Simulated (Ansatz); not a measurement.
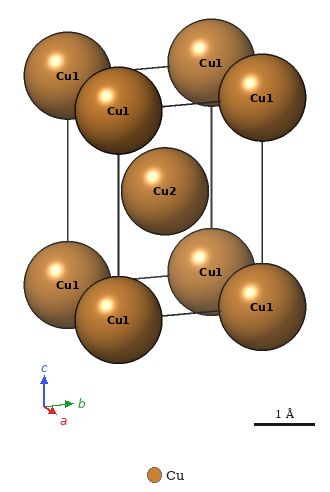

**Figure 1.** The structure of the first run (spheres-only view of the cell of the calculation, seen slightly off an axis; atoms are numbered from 1 in the order of the input).

**Cu: one change and its effect**

System: Cu (Immm, 2 atoms in the cell).
Method of the first run: DFT PBE, scalar-relativistic, plane waves, PAW, no spin polarisation (Ansatz 0.2.0).

The structure derives from a Materials Project entry. Text and figures count atoms from 1; the logs count them from 0 in places.

**Input file, the first run**
```yaml
crystal:
  lattice:
    - [1.7786033772, 1.7786033772, 0.0]
    - [-1.8239759123, 1.8239759123, 0.0]
    - [0.0, 0.0, 3.6479518246]
  atoms:
    - { symbol: Cu, position: [0.0, 0.0, 0.0] }
    - { symbol: Cu, position: [0.5, 0.5, 0.5] }
basis:
  ecutwfc: 420
kpoints:
  mp_grid: { grid: [20, 20, 14] }
hamiltonian:
  xc: pbe
scf:
  occupations: { method: gaussian, width: 0.1 }
output:
  forces: true
  stress: true
  eigenvalues: true
relax:
  adjacent_minimum: "off"
  f_tol: 0.008
  max_steps: 40
  cell: { stress_tol: 0.015, fix: [a, angles] }
```

Command:
```bash
ansatz run input.yaml --threads 1 --pin off --max-ram 2560MiB --backend cpu --events-out ev --progress --plain --runs-dir out
```

Hardware: 1 thread of AMD EPYC (Zen 3), 32 GiB of memory available, shared host.

**Output, shortened to warnings, some set-up lines, iterations and results (the first run)**
```
Basis set: ecut = 420 eV, 477 PW (Γ), exchange–correlation on 36×36×50 points (8 copies of the dense FFT grid, shifted against one another)
Symmetry: 16 space group operations
k-points: 968 of 5600
Initial density: superposition of atomic densities (neutral atoms: chi_scale 0, normalization atom), corrected by the library's trained network
[...]
SCF iter   1: F=—  HF=-13250.343828 eV  |F-HF|=—  |Δ(HF+E_count)|=         —  Δρ=8.44e-4  dr2=5.77e-5  ethr=1.77e-3  ⟨swp⟩=5.0  Hψ=81196  notcnv=0
SCF iter   2: F=—  HF=-13250.344174 eV  |F-HF|=—  |Δ(HF+E_count)|=   3.46e-4  Δρ=5.66e-4  dr2=3.55e-5  ethr=1.52e-7  ⟨swp⟩=3.0  Hψ=58257  notcnv=0
SCF iter   3: F=—  HF=-13250.344207 eV  |F-HF|=—  |Δ(HF+E_count)|=   3.34e-5  Δρ=2.82e-4  dr2=9.51e-6  ethr=9.35e-8  ⟨swp⟩=2.0  Hψ=32776  notcnv=0
SCF iter   4: F=—  HF=-13250.344204 eV  |F-HF|=—  |Δ(HF+E_count)|=   3.52e-6  Δρ=2.99e-5  dr2=9.70e-8  ethr=2.50e-8  ⟨swp⟩=2.0  Hψ=32095  notcnv=0
SCF iter   5: F=-13250.344204 eV  HF=-13250.344204 eV  |F-HF|=1.73e-8  |Δ(HF+E_count)|=   1.31e-8  Δρ=8.41e-6  dr2=2.04e-9  ethr=2.55e-10  ⟨swp⟩=2.1  Hψ=34652  notcnv=0
[... 41 lines ...]
SCF iter   7: F=-13250.344838 eV  HF=-13250.344838 eV  |F-HF|=0.00e0  |Δ(HF+E_count)|=  1.82e-12  Δρ=1.48e-9  dr2=1.98e-16  ethr=1.00e-12  ⟨swp⟩=1.0  Hψ=22264  notcnv=0
SCF iter   8: F=-13250.344838 eV  HF=-13250.344838 eV  |F-HF|=1.82e-12  |Δ(HF+E_count)|=  1.82e-12  Δρ=6.43e-11  dr2=5.29e-19  ethr=1.00e-12  ⟨swp⟩=1.0  Hψ=22264  notcnv=0
SCF iter   9: F=-13250.344838 eV  HF=-13250.344838 eV  |F-HF|=0.00e0  |Δ(HF+E_count)|=  1.82e-12  Δρ=1.57e-11  dr2=1.58e-20  ethr=1.00e-12  ⟨swp⟩=1.5  Hψ=50473  notcnv=0
SCF 6 converged in 9 iterations: F = -13250.344838 eV  dr2 = 1.58e-20
relax step   6: F+E_penalty+E_count = -13250.34483780 eV  Δ(F+E_penalty+E_count) = -3.533e-5 eV  max|allowed force component| = 1.735e-29 eV/Å  Δτ_max = 0.0000 Å  P = +1.226 …
basis re-selected at this cell: Δ(F+E_penalty+E_count) = -3.533e-5 eV, ΔP = -0.003 GPa vs the last step (what re-selecting the basis moved, of the pressure what is left beyond the Pulay correction that the steps carried, after the strain that the cell walked since its last selection, with what the …
SCF converged after 9 iterations
Free energy (F): -13250.344838 eV
Harris-Foulkes:  -13250.344838 eV  (|F-HF|=0.00e0)
Internal energy: -13250.341310 eV  (E = F + TS)
E sigma→0 (E₀):  -13250.343074 eV
Entropy (-TS):   -0.003528 eV (-1.764 meV/atom)
Fermi energy:    16.686119 eV
--- Per-component energies (eV) ---
  E_band       = -721.661420
  E_kinetic    = 599.808258
  E_local      = -8116.657243  (includes V_loc(G=0)·N_el)
  E_nonlocal   = 779.600491
  E_hartree    = 3575.156663
  E_xc         = -179.114820
  E_vxc        = -231.144833  (∫ρ·V_xc dr)
  E_paw        = -3325.704206  (= ΣΔE_a)
  E_vpaw       = -903.581949  (= ΣTr[D̂ρ^β])
  E_aug_tail   = 0.000531  (compensation charges beyond the density's cutoff)
  E_ewald      = -6583.430983
  E_smearing   = -0.003528  (= −TS)
  E_closure    = 0.000000  (closes the sum)
  Σ components = -13250.344838   (vs F -13250.344838, Δ=0.00e0)
--- Forces (eV/Å), atoms counted from 1 ---
  atom   1  Cu     0.00000000    -0.00000000     0.00000000
  atom   2  Cu    -0.00000000    -0.00000000     0.00000000
  max |Σ_I F_I| component: 5.56e-29 eV/Å
--- Stress (GPa, compression-positive) ---
        1.844313       1.840811      -0.000000
        1.840811       1.844313       0.000000
       -0.000000       0.000000      -0.011495
  P = ⅓ Tr σ = 1.2257 GPa (12.257 kbar)
--- Relaxed structure (5 steps of the walk, 5 accepted, 1 SCFs on fresh bases) ---
  F+E_penalty+E_count = -13250.34483780 eV   max|allowed force component| = 1.735e-29 eV/Å   (the final SCF, on the basis selected at the relaxed cell)
  cell:  # Å, volume = 23.7193 Å³
    - [1.7786033772, 1.7786033772, 0.0]
    - [-1.81353685718739, 1.81353685718739, 0.0]
    - [0.0, 0.0, 3.6767728843081784]
  atoms:
    - { symbol: Cu, position: [0.0, 0.0, 0.0] }
    - { symbol: Cu, position: [0.5, 0.49999999999999994, 0.5] }
```

The input of the second run differs as follows (lines with − go, lines with + come):
```diff
+  convergence: { dr2_threshold: 1.0e-06 }
```

How does the second run compare with the first run?

Both reach the same energy, so the change doesn't alter the result. The SCF takes 36 iterations over all geometry steps against 39.

**Output, shortened to warnings, some set-up lines, iterations and results (the second run)**
```
Warning: scf.convergence.dr2_threshold = 1e-6 eV is looser than this run's default, which is 1e-7 eV or tighter. The error in the forces grows as the threshold's square root, so leave the key out unless less accurate forces are enough
Warning: relax.cell: scf.convergence.dr2_threshold = 1e-6 eV is looser than the 1.8e-11 eV advised for a relaxation that steers and ends on the stress (1e-10 eV for each atom of the cell: 2, times the square of relax.cell.stress_tol = 0.015 GPa over its default 0.05). What an SCF threshold leaves in a stress goes as its square root, and in the free energy as the threshold itself, and one …
Basis set: ecut = 420 eV, 477 PW (Γ), exchange–correlation on 36×36×50 points (8 copies of the dense FFT grid, shifted against one another)
Symmetry: 16 space group operations
k-points: 968 of 5600
Initial density: superposition of atomic densities (neutral atoms: chi_scale 0, normalization atom), corrected by the library's trained network
[...]
SCF iter   1: F=—  HF=-13250.343828 eV  |F-HF|=—  |Δ(HF+E_count)|=         —  Δρ=8.44e-4  dr2=5.77e-5  ethr=1.77e-3  ⟨swp⟩=5.0  Hψ=81196  notcnv=0
SCF iter   2: F=—  HF=-13250.344174 eV  |F-HF|=—  |Δ(HF+E_count)|=   3.46e-4  Δρ=5.66e-4  dr2=3.55e-5  ethr=1.52e-7  ⟨swp⟩=3.0  Hψ=58257  notcnv=0
SCF iter   3: F=—  HF=-13250.344207 eV  |F-HF|=—  |Δ(HF+E_count)|=   3.34e-5  Δρ=2.82e-4  dr2=9.51e-6  ethr=9.35e-8  ⟨swp⟩=2.0  Hψ=32776  notcnv=0
SCF iter   4: F=-13250.344204 eV  HF=-13250.344204 eV  |F-HF|=1.30e-9  |Δ(HF+E_count)|=   3.52e-6  Δρ=2.99e-5  dr2=9.70e-8  ethr=2.50e-8  ⟨swp⟩=2.0  Hψ=32095  notcnv=0
SCF iter   5: F=-13250.344204 eV  HF=-13250.344204 eV  |F-HF|=1.73e-8  |Δ(HF+E_count)|=   1.31e-8  Δρ=8.41e-6  dr2=2.04e-9  ethr=2.55e-10  ⟨swp⟩=2.1  Hψ=34652  notcnv=0
[... 38 lines ...]
SCF iter   4: F=-13250.344838 eV  HF=-13250.344838 eV  |F-HF|=1.46e-11  |Δ(HF+E_count)|=  3.64e-11  Δρ=3.11e-7  dr2=5.63e-12  ethr=1.48e-12  ⟨swp⟩=2.0  Hψ=32433  notcnv=0
SCF iter   5: F=-13250.344838 eV  HF=-13250.344838 eV  |F-HF|=1.82e-12  |Δ(HF+E_count)|=  1.46e-11  Δρ=5.11e-8  dr2=1.85e-13  ethr=1.00e-12  ⟨swp⟩=1.0  Hψ=22264  notcnv=0
SCF iter   6: F=-13250.344838 eV  HF=-13250.344838 eV  |F-HF|=1.82e-12  |Δ(HF+E_count)|=  1.82e-12  Δρ=9.45e-9  dr2=5.84e-15  ethr=1.00e-12  ⟨swp⟩=1.0  Hψ=48442  notcnv=0
SCF 6 converged in 6 iterations: F = -13250.344838 eV  dr2 = 5.84e-15
relax step   6: F+E_penalty+E_count = -13250.34483780 eV  Δ(F+E_penalty+E_count) = -3.533e-5 eV  max|allowed force component| = 1.874e-29 eV/Å  Δτ_max = 0.0000 Å  P = +1.226 …
basis re-selected at this cell: Δ(F+E_penalty+E_count) = -3.533e-5 eV, ΔP = -0.003 GPa vs the last step (what re-selecting the basis moved, of the pressure what is left beyond the Pulay correction that the steps carried, after the strain that the cell walked since its last selection, with what the …
SCF converged after 6 iterations
Free energy (F): -13250.344838 eV
Harris-Foulkes:  -13250.344838 eV  (|F-HF|=1.82e-12)
Internal energy: -13250.341310 eV  (E = F + TS)
E sigma→0 (E₀):  -13250.343074 eV
Entropy (-TS):   -0.003528 eV (-1.764 meV/atom)
Fermi energy:    16.686119 eV
--- Per-component energies (eV) ---
  E_band       = -721.661422
  E_kinetic    = 599.808258
  E_local      = -8116.657249  (includes V_loc(G=0)·N_el)
  E_nonlocal   = 779.600492
  E_hartree    = 3575.156666
  E_xc         = -179.114820
  E_vxc        = -231.144833  (∫ρ·V_xc dr)
  E_paw        = -3325.704206  (= ΣΔE_a)
  E_vpaw       = -903.581947  (= ΣTr[D̂ρ^β])
  E_aug_tail   = 0.000531  (compensation charges beyond the density's cutoff)
  E_ewald      = -6583.430981
  E_smearing   = -0.003528  (= −TS)
  E_closure    = 0.000000  (closes the sum)
  Σ components = -13250.344838   (vs F -13250.344838, Δ=0.00e0)
--- Forces (eV/Å), atoms counted from 1 ---
  atom   1  Cu     0.00000000     0.00000000     0.00000000
  atom   2  Cu    -0.00000000    -0.00000000    -0.00000000
  max |Σ_I F_I| component: 2.54e-29 eV/Å
--- Stress (GPa, compression-positive) ---
        1.844315       1.840811      -0.000000
        1.840811       1.844315       0.000000
       -0.000000       0.000000      -0.011493
  P = ⅓ Tr σ = 1.2257 GPa (12.257 kbar)
--- Relaxed structure (5 steps of the walk, 5 accepted, 1 SCFs on fresh bases) ---
  F+E_penalty+E_count = -13250.34483780 eV   max|allowed force component| = 1.874e-29 eV/Å   (the final SCF, on the basis selected at the relaxed cell)
  cell:  # Å, volume = 23.7193 Å³
    - [1.7786033772, 1.7786033772, 0.0]
    - [-1.813536837523245, 1.813536837523245, 0.0]
    - [0.0, 0.0, 3.6767729286570416]
  atoms:
    - { symbol: Cu, position: [0.0, 0.0, 0.0] }
    - { symbol: Cu, position: [0.5, 0.49999999999999994, 0.5] }
```

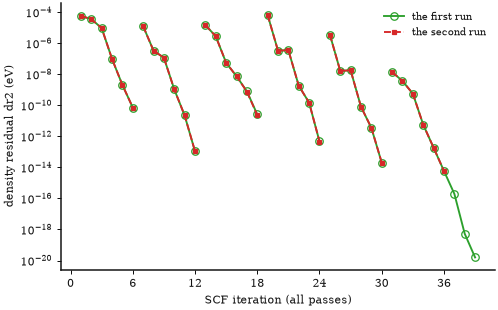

**Figure 2.** Convergence of the two runs: density residual dr2 against the SCF iteration. A break in a curve parts two SCF passes. The first run takes 39 iterations in all, and the second run takes 36.

**The two runs side by side**

| quantity | the first run | the second run |
| --- | --- | --- |
| outcome | converged | converged |
| free energy per atom (eV) | −6625.1724 | −6625.1724 |
| energy per atom, smearing taken to zero (eV) | −6625.1715 | −6625.1715 |
| gap on the mesh (eV) | 0.00 | 0.00 |
| pressure (GPa) | 1.23 | 1.23 |
| largest force (eV/Å) | 0.000 | 0.000 |
| SCF iterations | 39 | 36 |
| irreducible k-points | 968 | 968 |
| wall time (shared host) | 2.2 min | 2.1 min |

For the second run: Warnings: the SCF threshold is loose for the printed forces; the SCF threshold is looser than advised for the printed stress.
